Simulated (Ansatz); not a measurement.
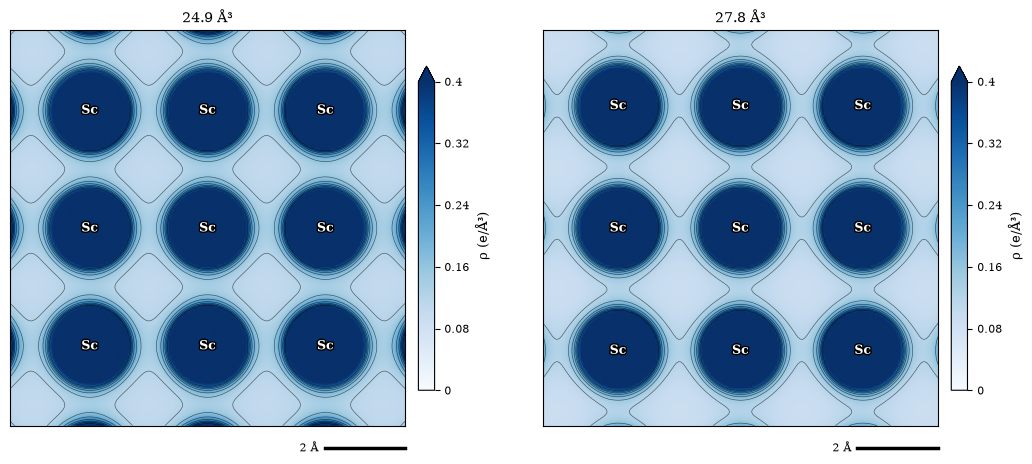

Sc. The valence pseudo-density of cells scaled evenly to different volumes (given per atom above each panel), on the (100) plane of each (indices in the axes of the cell below), at one length scale and on one colour scale.

A generated structure, not necessarily the stable one; computed without spin polarisation.

The calculation used DFT, PBEsol, plane waves (420 eV) with PAW, scalar-relativistic (Ansatz 0.2.0).

In a PAW calculation such maps are meaningful between the atoms, not at the nuclei.

The largest cell:

```yaml
crystal:
  lattice:
    - [3.03057, 0.00000, 0.00000]
    - [0.00000, 3.03057, 0.00000]
    - [0.00000, 0.00000, 3.03057]
  atoms:
    - { symbol: Sc, position: [0.00000, 0.00000, 0.00000] }
```

| volume (Å³/atom) | Sc–Sc contact in the plane (Å) | ρ at its midpoint (e/Å³) | pressure (GPa) | 
| --- | --- | --- | --- |
| 24.85 | 2.918 | 0.139 | 0.0 | 
| 25.85 | 2.957 | ? | ? | 
| 27.83 | 3.031 | 0.124 | −3.6 | 

Question: Estimate the missing row, and compare with the calculation.

Answer: Over the known rows ln ρ falls by 1.01 per Å of Sc–Sc distance (the line through the two), which gives 0.134 e/Å³ at 2.957 Å; the calculation gives 0.133 e/Å³. For the pressure, a straight line in volume between the neighbouring rows gives −1.2 GPa; the calculation gives −1.4.
